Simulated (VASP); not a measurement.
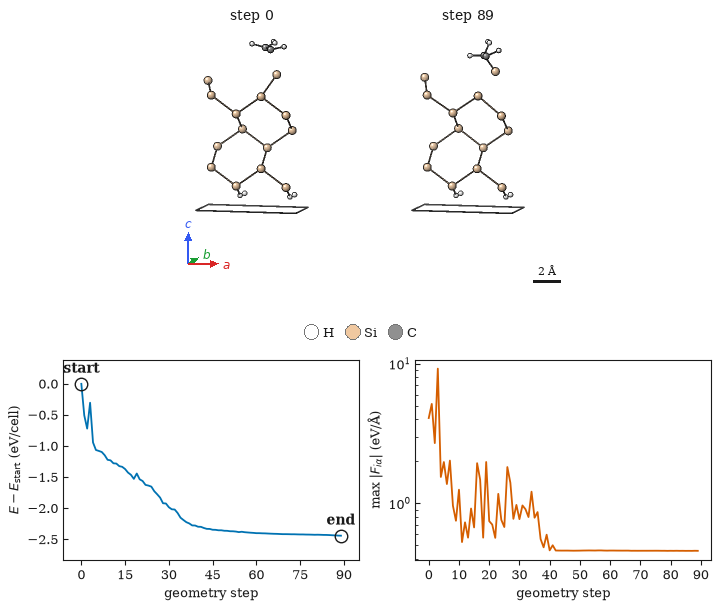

First and last geometry of a relaxation of a slab of composition Si7H4C, with the history of the run. Style: ball-and-stick. Shown: the cell of the calculation, outlined in the plane, without the vacuum (origin shifted), slightly off an axis.

The run lets the atoms move in a fixed cell. 10 atoms are held fixed.

Level of theory: VASP, Kohn-Sham DFT of a periodic cell, RPBE, VASP PAW PBE potentials, recommended.

Input
```
ALGO     = Normal         # electronic algorithm
DIPOL    = 0.5 0.5 0.501
EDIFF    = 1E-6           # SCF threshold, eV
EDIFFG   = -0.03          # ionic threshold
ENCUT    = 450            # plane-wave cutoff, eV
GGA      = RP             # functional
IBRION   = 2              # ionic algorithm
IDIPOL   = 3            
ISIF     = 2              # what is computed and relaxed
ISMEAR   = 0              # smearing method
KPAR     = 4            
LASPH    = T              # aspherical terms in the spheres
LCHARG   = F              # write CHGCAR
LDIPOL   = T            
LREAL    = Auto         
LWAVE    = F              # write WAVECAR
NCORE    = 2            
NELM     = 80             # most SCF steps
NSW      = 90             # ionic steps
PREC     = Normal         # precision mode
SIGMA    = 0.05           # smearing width, eV
```

Command:
```bash
cat potpaw_PBE.64/H/POTCAR potpaw_PBE.64/Si/POTCAR potpaw_PBE.64/C/POTCAR > POTCAR
mpirun -np 8 vasp_std > vasp.out
```

Did the run converge, and what did it change?

The relaxation stopped without meeting its thresholds, so the last structure isn't shown to be converged. The energy falls by 2.441 eV per cell of the calculation in 89 geometry steps. Largest force component: 4.1 eV/Å at the start, 0.46 eV/Å at the end. An H atom moves most: 0.92 Å at 18° to the normal (−c side). Largest moves by element: H 0.92 Å, C 0.67 Å, Si 0.37 Å. The lattice vectors keep their values. Near-neighbour distances that change, for instance: C–Si 2.891 → 1.942 Å, H–H 0.890 → 1.622 Å, C–Si 2.373 → 1.928 Å, Si–Si 2.549 → 2.840 Å. New bonds form: C–Si (2.37 → 1.93 Å), C–Si (2.89 → 1.94 Å). Among the angles between lasting bonds that change: H–C–C 120.5° → 104.3°, H–C–C 120.5° → 105.0°, H–C–C 120.5° → 112.0°. It ran on 8 threads of Intel(R) Xeon(R) Platinum 8259CL CPU @ 2.50GHz (Skylake/Cascade Lake), with other jobs on the host.
